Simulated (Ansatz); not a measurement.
Geometry relaxation, with input and output: InP

InP (F-43m, 2 atoms in the cell), computed with DFT LDA, scalar-relativistic, plane waves, PAW, no spin polarisation (Ansatz 0.2.0).

The structure derives from a Materials Project entry. Figures and captions count atoms from 1; the log counts them from 0 in places.

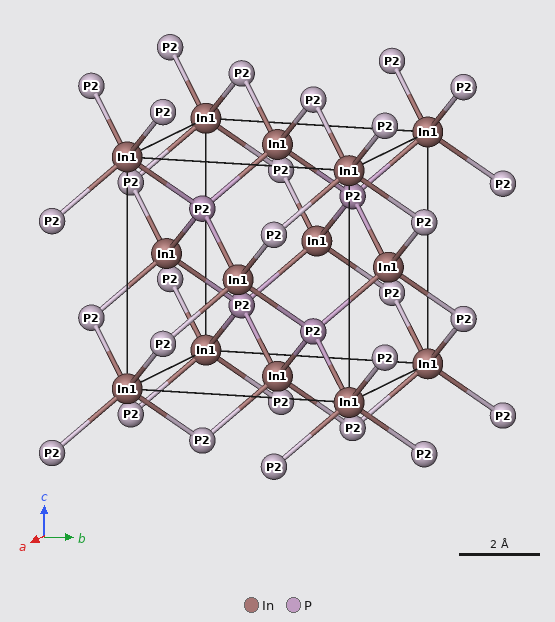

The starting structure (ball-and-stick view of the cell 4 times as large as that of the calculation, set on its symmetry axes, seen slightly off an axis; neighbours outside the cell are drawn fainter; atoms are numbered from 1 in the order of the input). Near neighbours in the crystal (not all of them lie inside the picture): In has 4 P at 2.56 Å; P has 4 In at 2.56 Å.

### Key numbers

- outcome: converged
- space group (tolerance 0.01 Å): F-43m (216)
- electrons treated: 18
- free energy: −6183.5527 eV
- Fermi energy: 7.246 eV
- gap on the k-point mesh: 0.57 eV
- pressure: −0.04 GPa
- final volume: 49.49 Å³
- largest force (length of the vector) at the end: under 0.001 eV/Å
- final cell: a = 4.121 Å, b = 4.121 Å, c = 4.121 Å, α = 60.00°, β = 60.00°, γ = 60.00°
- hardware: 4 threads of Intel Xeon @ 2.10GHz (Emerald Rapids), 189 GiB of memory available, shared host
- wall time: 9.2 s (CPU time 28 s)
- peak memory: 0.4 GiB

### Input file
```yaml
crystal:
  lattice:
    - [0.0, 2.95197639, 2.95197639]
    - [2.95197639, 0.0, 2.95197639]
    - [2.95197639, 2.95197639, 0.0]
  atoms:
    - { symbol: In, position: [0.0, 0.0, 0.0] }
    - { symbol: P, position: [0.75, 0.75, 0.75] }
basis:
  ecutwfc: 420
kpoints:
  mp_grid: { grid: [10, 10, 10] }
hamiltonian:
  xc: lda
scf:
  occupations: { method: gaussian, width: 0.02 }
output:
  forces: true
  stress: true
  eigenvalues: true
  write_density: true
  write_potential: true
  elf: true
  volumetric_format: npy
relax:
  adjacent_minimum: "off"
  f_tol: 0.005
  max_steps: 80
  cell: { stress_tol: 0.05 }
```

Launched with:
```bash
ansatz run input.yaml --threads 4 --pin off --max-ram 8192MiB --backend cpu --events-out ev --progress --plain --runs-dir out
```

### Output
```
Engine: ansatz 0.2.0, x86_64-unknown-linux-gnu
Pseudopotentials: kind: paw
Pseudopotential: In, paw, valence charge 13, recommended cutoff 420 eV (normal), In.paw.azcp
Pseudopotential: P, paw, valence charge 5, recommended cutoff 420 eV (normal), P.paw.azcp
Functional definition: SPW92
  exchange = slater_x
  correlation = pw_c
Crystal: 2 atoms, lattice volume = 51.448 Å³
Basis set: ecut = 420 eV, 965 PW (Γ)
Bands: 13, of which v1, the nominal top of the filled ones, is band 9 counted from 1 (8 counted from 0)
Symmetry: 24 space group operations
Space group: F-43m (ITA 216), of the structure as read, at distance tolerance 3.7e-5 Å
k-points: 47 of 1000 (time reversal used)
Non-local potential: In, projectors of the file, l = 0: 2, l = 1: 2, l = 2: 2, l = 3: 2
Non-local potential: P, projectors of the file, l = 0: 2, l = 1: 2, l = 2: 2
PAW form: soft (Blöchl's): semilocal exchange-correlation on the pseudo side does not see the compensation charge
PAW frozen core: In, regenerated for the run's functional, and the local potential with it (the file was generated under x = pbe(κ = 0.804, μ = 0.2195149727645171), c = pbe(β = 0.06672455060314922))
PAW frozen core: P, regenerated for the run's functional, and the local potential with it (the file was generated under x = pbe(κ = 0.804, μ = 0.2195149727645171), c = pbe(β = 0.06672455060314922))
PAW one-centre angular grid: In, 590 points (default); XC on 64 Gauss nodes
PAW one-centre angular grid: P, 110 points (default); XC on 64 Gauss nodes
Initial density: superposition of atomic densities (neutral atoms: chi_scale 0, normalization atom), corrected by the library's trained network
Initial wavefunctions: pseudopotential atomic-orbital guess
Functional: x = slater, c = lda
SCF iter   1: F=—  HF=-6183.549707 eV  |F-HF|=—  |Δ(HF+E_count)|=         —  Δρ=8.16e-3  dr2=3.80e-2  ethr=1.77e-3  ⟨swp⟩=6.4  Hψ=4171  notcnv=0
preconditioner: auto → none  [insulator: Δε(μ)=0.298 eV  Ē_g=14.487 eV  σ=0.020 eV  W_gap=1.00  n_scr=14 (ndim 8)  ℏωp=22.0 eV  f_vac=0.023  D(μ)=0.00/eV (n_scr^D=0)  ε∞_Penn≈3.3]
SCF iter   2: F=—  HF=-6183.536894 eV  |F-HF|=—  |Δ(HF+E_count)|=   1.28e-2  Δρ=2.82e-3  dr2=2.42e-3  ethr=2.11e-4  ⟨swp⟩=3.2  Hψ=1372  notcnv=0
SCF iter   3: F=—  HF=-6183.536258 eV  |F-HF|=—  |Δ(HF+E_count)|=   6.36e-4  Δρ=9.07e-4  dr2=4.21e-4  ethr=1.35e-5  ⟨swp⟩=2.3  Hψ=1237  notcnv=0
SCF iter   4: F=—  HF=-6183.536160 eV  |F-HF|=—  |Δ(HF+E_count)|=   9.83e-5  Δρ=2.87e-4  dr2=2.64e-5  ethr=2.34e-6  ⟨swp⟩=2.6  Hψ=942  notcnv=0
SCF iter   5: F=—  HF=-6183.536154 eV  |F-HF|=—  |Δ(HF+E_count)|=   6.06e-6  Δρ=2.03e-5  dr2=2.45e-7  ethr=1.47e-7  ⟨swp⟩=2.4  Hψ=840  notcnv=0
SCF iter   6: F=-6183.536154 eV  HF=-6183.536154 eV  |F-HF|=1.20e-8  |Δ(HF+E_count)|=   3.35e-8  Δρ=5.41e-6  dr2=1.69e-8  ethr=5.56e-10  ⟨swp⟩=11.5  Hψ=4753  notcnv=0
SCF 1 converged in 6 iterations: F = -6183.536154 eV  dr2 = 1.69e-8
  greatest PAW one-centre occupation: 0.982 electrons in one spin orbital (limit 2), on the In atom at site 0 (counted from 0), in its partial waves of l = 2
relax step   1: F+E_penalty+E_count = -6183.53615388 eV  Δ(F+E_penalty+E_count) = +0.000e0 eV  max|allowed force component| = 2.961e-16 eV/Å  Δτ_max = 0.0000 Å  P = -2.562 GPa  Ω = 51.448 Å³  (6 SCF iters, dr2 threshold 1.00e-7 eV, accepted)
Crystal: 2 atoms, lattice volume = 49.101 Å³
Basis set: ecut = 420 eV, 941 PW (Γ)
Initial density: handed on by an earlier stage of this run
Initial wavefunctions: those handed on with the density
iter 1 solved again at ethr=2.75e-5 eV; its pass at ethr=3.10e-3 eV (dr2=4.96e-3 eV) is discarded
SCF iter   1: F=—  HF=-6183.554156 eV  |F-HF|=—  |Δ(HF+E_count)|=         —  Δρ=2.31e-3  dr2=4.93e-3  ethr=2.75e-5  ⟨swp⟩=2.0  Hψ=4842  notcnv=0
preconditioner: auto → none  [insulator: Δε(μ)=0.639 eV  Ē_g=14.697 eV  σ=0.020 eV  W_gap=1.00  n_scr=14 (ndim 8)  ℏωp=22.5 eV  f_vac=0.003  D(μ)=0.00/eV (n_scr^D=0)  ε∞_Penn≈3.3]
SCF iter   2: F=—  HF=-6183.552628 eV  |F-HF|=—  |Δ(HF+E_count)|=   1.53e-3  Δρ=8.19e-4  dr2=3.52e-4  ethr=2.74e-5  ⟨swp⟩=2.4  Hψ=993  notcnv=0
SCF iter   3: F=—  HF=-6183.552550 eV  |F-HF|=—  |Δ(HF+E_count)|=   7.80e-5  Δρ=3.37e-4  dr2=4.96e-5  ethr=1.96e-6  ⟨swp⟩=3.0  Hψ=1055  notcnv=0
SCF iter   4: F=—  HF=-6183.552550 eV  |F-HF|=—  |Δ(HF+E_count)|=   8.94e-8  Δρ=1.17e-4  dr2=5.41e-6  ethr=2.76e-7  ⟨swp⟩=1.9  Hψ=763  notcnv=0
SCF iter   5: F=-6183.552550 eV  HF=-6183.552550 eV  |F-HF|=1.52e-8  |Δ(HF+E_count)|=   6.33e-7  Δρ=1.90e-5  dr2=1.10e-7  ethr=1.11e-9  ⟨swp⟩=11.7  Hψ=5889  notcnv=0
SCF 2 converged in 5 iterations: F = -6183.552550 eV  dr2 = 1.10e-7
relax step   2: F+E_penalty+E_count = -6183.55254986 eV  Δ(F+E_penalty+E_count) = -1.640e-2 eV  max|allowed force component| = 7.517e-17 eV/Å  Δτ_max = 0.0000 Å  P = +0.531 GPa  Ω = 49.101 Å³  energy of the carried Pulay correction = +5.129e-4 eV  (5 SCF iters, dr2 threshold 2.00e-7 eV, accepted)
Crystal: 2 atoms, lattice volume = 49.489 Å³
iter 1 solved again at ethr=7.85e-7 eV; its pass at ethr=3.10e-3 eV (dr2=1.41e-4 eV) is discarded
SCF iter   1: F=—  HF=-6183.553103 eV  |F-HF|=—  |Δ(HF+E_count)|=         —  Δρ=3.97e-4  dr2=1.50e-4  ethr=7.85e-7  ⟨swp⟩=3.0  Hψ=4533  notcnv=0
preconditioner: auto → none  [insulator: Δε(μ)=0.570 eV  Ē_g=14.679 eV  σ=0.020 eV  W_gap=1.00  n_scr=14 (ndim 8)  ℏωp=22.4 eV  f_vac=0.009  D(μ)=0.00/eV (n_scr^D=0)  ε∞_Penn≈3.3]
SCF iter   2: F=—  HF=-6183.553057 eV  |F-HF|=—  |Δ(HF+E_count)|=   4.67e-5  Δρ=1.38e-4  dr2=1.07e-5  ethr=7.85e-7  ⟨swp⟩=2.0  Hψ=791  notcnv=0
SCF iter   3: F=—  HF=-6183.553054 eV  |F-HF|=—  |Δ(HF+E_count)|=   2.66e-6  Δρ=5.56e-5  dr2=1.40e-6  ethr=5.95e-8  ⟨swp⟩=3.0  Hψ=1101  notcnv=0
SCF iter   4: F=-6183.553054 eV  HF=-6183.553054 eV  |F-HF|=3.18e-8  |Δ(HF+E_count)|=   9.90e-8  Δρ=1.68e-5  dr2=1.12e-7  ethr=1.11e-9  ⟨swp⟩=11.3  Hψ=4930  notcnv=0
SCF 3 converged in 4 iterations: F = -6183.553054 eV  dr2 = 1.12e-7
relax step   3: F+E_penalty+E_count = -6183.55305395 eV  Δ(F+E_penalty+E_count) = -5.041e-4 eV  max|allowed force component| = 1.180e-16 eV/Å  Δτ_max = 0.0000 Å  P = -0.039 GPa  Ω = 49.489 Å³  energy of the carried Pulay correction = +4.265e-4 eV  (4 SCF iters, dr2 threshold 2.00e-7 eV, accepted)
Initial wavefunctions: pseudopotential atomic-orbital guess (no wavefunctions were taken with the density)
iter 1 solved again at ethr=8.75e-7 eV; its pass at ethr=3.10e-3 eV (dr2=1.58e-4 eV) is discarded
SCF iter   1: F=—  HF=-6183.552655 eV  |F-HF|=—  |Δ(HF+E_count)|=         —  Δρ=4.32e-5  dr2=2.00e-7  ethr=8.75e-7  ⟨swp⟩=3.6  Hψ=5957  notcnv=0
eigensolver tolerance schedule: the retry pair's looser diagonalisation over-reported the residual by 786.96 of it (diagonalisation noise at 0.29 of the residual, at the tolerance the schedule requests for it); recorded, not acted on — ethr = c·dr2/N_el stays at c = 1.0e-1
preconditioner: auto → none  [insulator: Δε(μ)=0.574 eV  Ē_g=14.676 eV  σ=0.020 eV  W_gap=1.00  n_scr=14 (ndim 8)  ℏωp=22.4 eV  f_vac=0.007  D(μ)=0.00/eV (n_scr^D=0)  ε∞_Penn≈3.3]
SCF iter   2: F=—  HF=-6183.552653 eV  |F-HF|=—  |Δ(HF+E_count)|=   1.77e-6  Δρ=2.15e-5  dr2=4.35e-8  ethr=1.11e-9  ⟨swp⟩=2.6  Hψ=1078  notcnv=0
SCF iter   3: F=—  HF=-6183.552653 eV  |F-HF|=—  |Δ(HF+E_count)|=   3.53e-8  Δρ=1.48e-6  dr2=6.90e-10  ethr=2.42e-10  ⟨swp⟩=2.3  Hψ=1041  notcnv=0
SCF iter   4: F=—  HF=-6183.552653 eV  |F-HF|=—  |Δ(HF+E_count)|=  1.30e-10  Δρ=4.16e-7  dr2=1.20e-10  ethr=3.83e-12  ⟨swp⟩=3.2  Hψ=1167  notcnv=0
SCF iter   5: F=-6183.552653 eV  HF=-6183.552653 eV  |F-HF|=1.18e-11  |Δ(HF+E_count)|=  3.09e-11  Δρ=1.79e-7  dr2=1.54e-11  ethr=1.00e-12  ⟨swp⟩=6.0  Hψ=3612  notcnv=0
SCF 4 converged in 5 iterations: F = -6183.552653 eV  dr2 = 1.54e-11
relax step   4: F+E_penalty+E_count = -6183.55265327 eV  Δ(F+E_penalty+E_count) = +4.007e-4 eV  max|allowed force component| = 9.946e-17 eV/Å  Δτ_max = 0.0000 Å  P = -0.043 GPa  Ω = 49.489 Å³  stress off target by 4.28e-2 GPa  SCF on the basis re-selected at this cell (its energy is not comparable with the rows above)  (5 SCF iters)
```

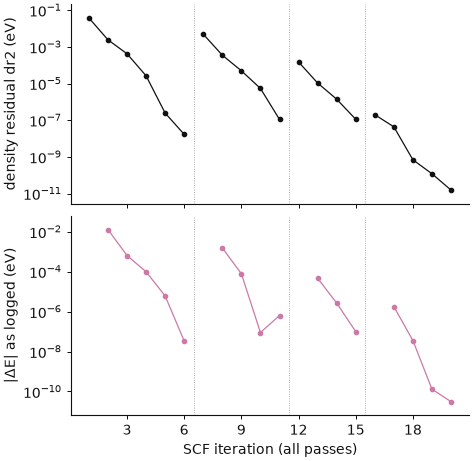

Convergence of the self-consistent field: density residual dr2 and size of the energy change against the SCF iteration. The dotted lines part the SCF passes of the relaxation: geometry steps, rejected trials and re-solves on a re-selected basis. The passes take 6, 5, 4 and 5 iterations.

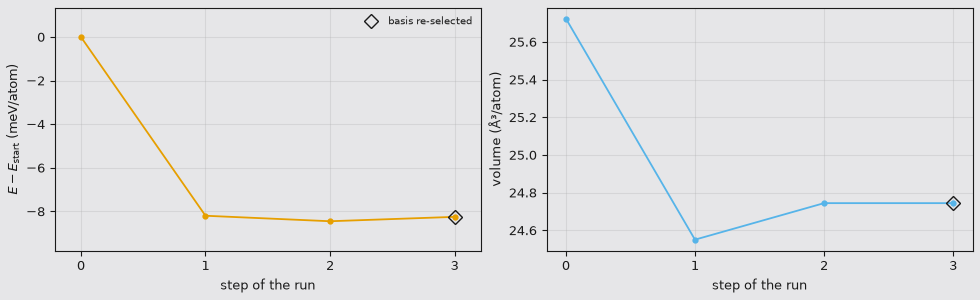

Progress of the relaxation, step by step (the first geometry is step 0 here and step 1 in the log).

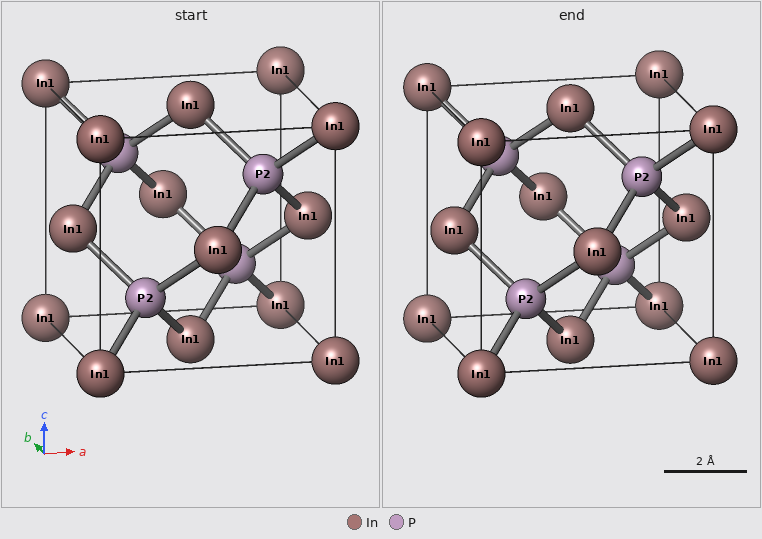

Before (left) and after (right) the relaxation, at one scale (ball-and-stick view of the cell 4 times as large as that of the calculation, set on its symmetry axes, seen slightly off an axis). No atom moves by more than 0.005 Å relative to the cell. Cell: a = b = c 5.904 → 5.828 Å (−1.3 %). Volume −3.8 %. Distances before and after: In1–P2 2.556 → 2.524 Å. The space group stays F-43m (No. 216). The energy falls by 8.4 meV per atom in 2 geometry steps. All forces vanish by symmetry, so only the cell relaxes. The pressure goes from −2.56 to −0.04 GPa. A last SCF at the same geometry on a re-selected plane-wave basis shifts the energy by +0.2 meV per atom. (Atoms are counted from 1 in the order of the input.)

```
basis re-selected at this cell: Δ(F+E_penalty+E_count) = +4.007e-4 eV, ΔP = -0.004 GPa vs the last step (what re-selecting the basis moved, of the pressure what is left beyond the Pulay correction that the steps carried, after the strain that the cell walked since its last selection, with what the two solves' SCF thresholds leave and, on support functions, any second-order correction that the steps lacked; it is no measure of the basis error at this ecutwfc). This SCF's stress stands 4.28e-2 GPa from its target on what of the cell is left free (relax.cell.stress_tol is 5.00e-2 GPa) and its largest allowed force component is 9.95e-17 eV/Å (relax.f_tol is 5.00e-3 eV/Å): within both
SCF converged after 5 iterations
Free energy (F): -6183.552653 eV
Harris-Foulkes:  -6183.552653 eV  (|F-HF|=1.18e-11)
Internal energy: -6183.552653 eV  (E = F + TS)
E sigma→0 (E₀):  -6183.552653 eV
Fermi energy:    7.246241 eV
--- Per-component energies (eV) ---
  E_band       = -53.800490
  E_kinetic    = 314.918147
  E_local      = -1392.549635  (includes V_loc(G=0)·N_el)
  E_nonlocal   = 405.762694
  E_hartree    = 546.478070
  E_xc         = -274.589789
  E_vxc        = -161.870220  (∫ρ·V_xc dr)
  E_paw        = -4556.361964  (= ΣΔE_a)
  E_vpaw       = -313.017559  (= ΣTr[D̂ρ^β])
  E_aug_tail   = 0.000029  (compensation charges beyond the density's cutoff)
  E_ewald      = -1227.612093
  E_core_change = 0.401888  (= ΣΔE_core)
  E_smearing   = -0.000000  (= −TS)
  E_closure    = 0.000000  (closes the sum)
  Σ components = -6183.552653   (vs F -6183.552653, Δ=0.00e0)
--- Forces (eV/Å), atoms counted from 1 ---
  atom   1  In    -0.00000000     0.00000000     0.00000000
  atom   2  P     -0.00000000    -0.00000000    -0.00000000
  max |Σ_I F_I| component: 7.86e-17 eV/Å
--- Stress (GPa, compression-positive) ---
       -0.042826       0.000000       0.000000
        0.000000      -0.042826       0.000000
       -0.000000       0.000000      -0.042826
  P = ⅓ Tr σ = -0.0428 GPa (-0.428 kbar)
--- Band table (eV; the first three rows and the last of 47) ---
  k-point 0: bands = ["-7.2530", "-7.2530", "-7.2530", "-7.0890", "-7.0890", "-4.7169", "6.9588", "6.9588", "6.9588", "7.5329", "10.9163", "10.9163", "10.9163"]
  k-point 1: bands = ["-7.2666", "-7.2478", "-7.2478", "-7.0890", "-7.0890", "-4.5978", "5.7373", "6.8272", "6.8272", "8.3566", "10.9853", "11.1103", "11.1103"]
  k-point 2: bands = ["-7.3006", "-7.2350", "-7.2350", "-7.0879", "-7.0879", "-4.2553", "4.1679", "6.5311", "6.5311", "8.6631", "11.4963", "11.4963", "11.6279"]
  k-point 46: bands = ["-7.4187", "-7.1839", "-7.1498", "-7.1157", "-7.0699", "-2.1367", "1.1454", "3.9403", "3.9585", "10.6220", "10.9206", "12.9998", "13.4132"]
--- Relaxed structure (3 steps of the walk, 3 accepted, 1 SCFs on fresh bases) ---
  F+E_penalty+E_count = -6183.55265327 eV   max|allowed force component| = 9.946e-17 eV/Å   (the final SCF, on the basis selected at the relaxed cell)
  cell:  # Å, volume = 49.4889 Å³
    - [3.3502071116288505e-33, 2.914019544560642, 2.914019544560642]
    - [2.914019544560642, 1.1808524686235529e-32, 2.914019544560642]
    - [2.914019544560642, 2.914019544560642, 1.1617448235001944e-32]
  atoms:
    - { symbol: In, position: [1.5005671749599061e-33, -1.674545977853808e-33, -1.3700830727894794e-33] }
    - { symbol: P, position: [0.75, 0.75, 0.75] }
```

### Trajectory as extended XYZ (Å, eV, eV/Å), 4 frames, from step=1 to step=4
```
2
Lattice="0.0000 2.9520 2.9520 2.9520 0.0000 2.9520 2.9520 2.9520 0.0000" Properties=species:S:1:pos:R:3:forces:R:3 step=1 energy=-6183.53615 pressure_GPa=-2.56
In    0.0000    0.0000    0.0000    0.0000   0.0000   0.0000
P     4.4280    4.4280    4.4280    0.0000   0.0000   0.0000
2
Lattice="0.0000 2.9064 2.9064 2.9064 0.0000 2.9064 2.9064 2.9064 0.0000" Properties=species:S:1:pos:R:3:forces:R:3 step=2 energy=-6183.55255 pressure_GPa=0.53
In    0.0000    0.0000    0.0000    0.0000   0.0000   0.0000
P     4.3596    4.3596    4.3596    0.0000   0.0000   0.0000
2
Lattice="0.0000 2.9140 2.9140 2.9140 0.0000 2.9140 2.9140 2.9140 0.0000" Properties=species:S:1:pos:R:3:forces:R:3 step=3 energy=-6183.55305 pressure_GPa=-0.04
In    0.0000    0.0000    0.0000    0.0000   0.0000   0.0000
P     4.3710    4.3710    4.3710    0.0000   0.0000   0.0000
2
Lattice="0.0000 2.9140 2.9140 2.9140 0.0000 2.9140 2.9140 2.9140 0.0000" Properties=species:S:1:pos:R:3:forces:R:3 step=4 energy=-6183.55265 pressure_GPa=-0.04
In    0.0000    0.0000    0.0000    0.0000   0.0000   0.0000
P     4.3710    4.3710    4.3710    0.0000   0.0000   0.0000
```

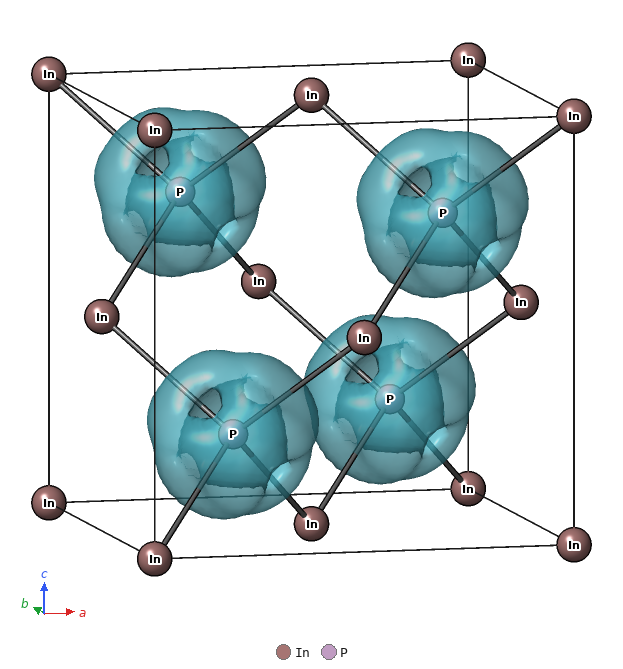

Isosurface of the ELF at 0.75 (cyan), seen slightly off an axis. Core shells and regions of very low density are left out. Sticks mark near contacts. The outline is the cell set on symmetry axes. Along the contacts the grid gives the following. In–P (2.52 Å): the ELF is about 0.55 at the midpoint. The fields are those of the smooth PAW valence density.

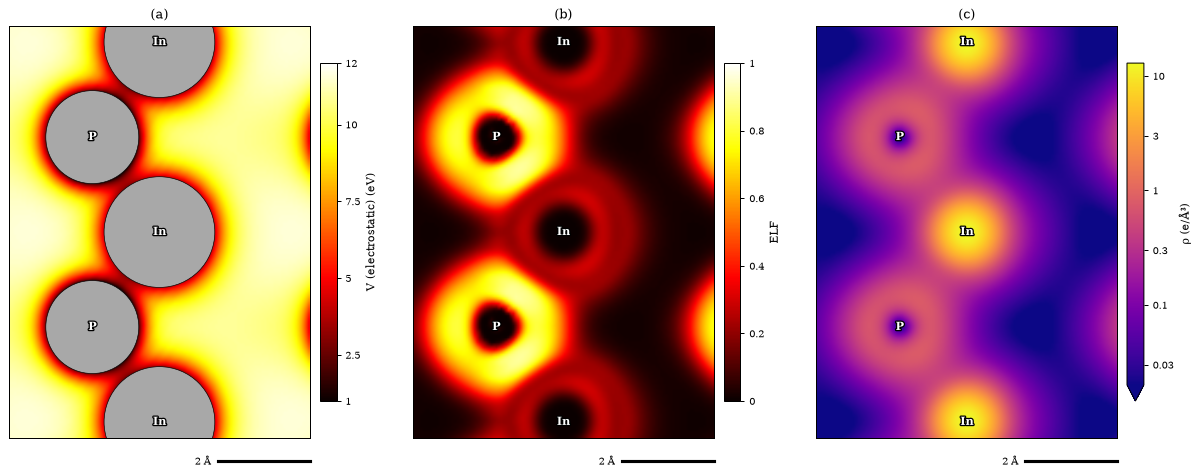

(a) electrostatic potential (local pseudopotential plus Hartree) felt by an electron; (b) ELF; (c) valence charge density (pseudo) on the (110) plane of the conventional cell. Grey discs, where drawn, cover atomic cores. Atoms in the plane: In and P. In–P (2.52 Å): ρ is about 0.46 e/Å³ halfway; the ELF is about 0.55 at the midpoint. Away from the nuclei the density in this plane falls to 0.02 e/Å³ at its lowest. Outside the cores the potential energy rises away from the atoms and is highest about 2.5 Å from the nearest atoms; outside the discs it spans about 10 eV, and its zero is arbitrary.
